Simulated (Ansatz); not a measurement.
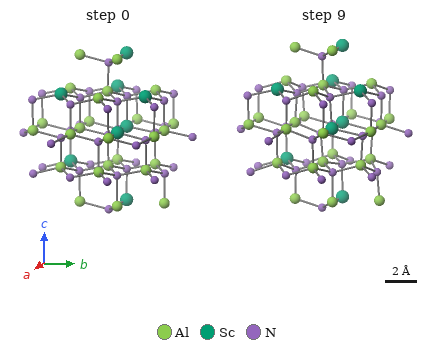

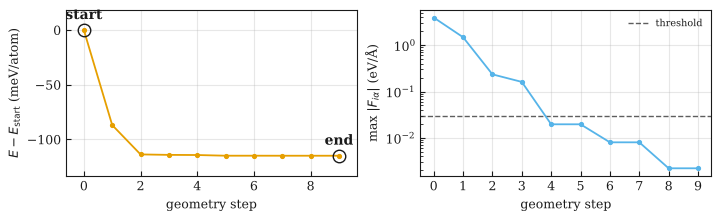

First and last geometry of a relaxation of crystalline Al36Sc12N48 (a generated structure, set up in P1), with the history of the run. Style: ball-and-stick. Shown: the atoms within 5.8 Å of the atom that moves most (axes of the cell of the calculation), slightly off an axis.

Theory: Ansatz 0.2.0, DFT, PBEsol, PAW, plane waves. Settings: plane-wave cutoff 420 eV; k-point mesh 1 × 1 × 1; mesh shifted by (0.25, 0.25, 0.25); no spin polarisation; cell relaxed at fixed alpha, beta, gamma; force threshold 0.03 eV/Å; at most 80 steps.

> What do the curves and the structures tell?

It converged. An N atom moves most relative to the cell: 0.26 Å along [0 −1 −1]. By element the largest moves are N 0.26 Å, Al 0.17 Å, Sc 0.09 Å. The volume changes by +1.1 %, with a 9.775 → 9.677 Å (−1.0 %), b 11.287 → 11.183 Å (−0.9 %), c 9.702 → 10.001 Å (+3.1 %). Near-neighbour distances that change, for instance: Al–N 2.075 → 1.888 Å, N–Sc 1.878 → 2.060 Å, N–Sc 1.902 → 2.074 Å, N–Sc 1.916 → 2.081 Å. Among the angles between lasting bonds that change: Al–N–Al 103.6° → 116.0°, Al–N–Al 99.5° → 111.5°, N–Al–N 118.7° → 107.5°. The space group stays P1 (No. 1). Over 9 geometry steps the energy falls by 115 meV per atom. The largest force component goes from 4 to 0.0022 eV/Å. The pressure goes from 3.73 to 0.00 GPa.

```json
{"step": "0", "E − E(0), meV/atom": "0.00", "largest force component, eV/Å": "3.9505", "pressure, GPa": "3.73"}
{"step": "1", "E − E(0), meV/atom": "-86.84", "largest force component, eV/Å": "1.4857", "pressure, GPa": "-0.92"}
{"step": "2", "E − E(0), meV/atom": "-113.68", "largest force component, eV/Å": "0.2345", "pressure, GPa": "-0.12"}
{"step": "3", "E − E(0), meV/atom": "-114.11", "largest force component, eV/Å": "0.1612", "pressure, GPa": "0.03"}
{"step": "4", "E − E(0), meV/atom": "-114.24", "largest force component, eV/Å": "0.0196", "pressure, GPa": "0.01"}
{"step": "5", "E − E(0), meV/atom": "-114.86", "largest force component, eV/Å": "0.0196", "pressure, GPa": "0.09"}
{"step": "6", "E − E(0), meV/atom": "-114.86", "largest force component, eV/Å": "0.0080", "pressure, GPa": "0.01"}
{"step": "7", "E − E(0), meV/atom": "-114.88", "largest force component, eV/Å": "0.0080", "pressure, GPa": "0.01"}
{"step": "8", "E − E(0), meV/atom": "-114.88", "largest force component, eV/Å": "0.0022", "pressure, GPa": "0.00"}
{"step": "9", "E − E(0), meV/atom": "-114.89", "largest force component, eV/Å": "0.0022", "pressure, GPa": "0.00"}
```
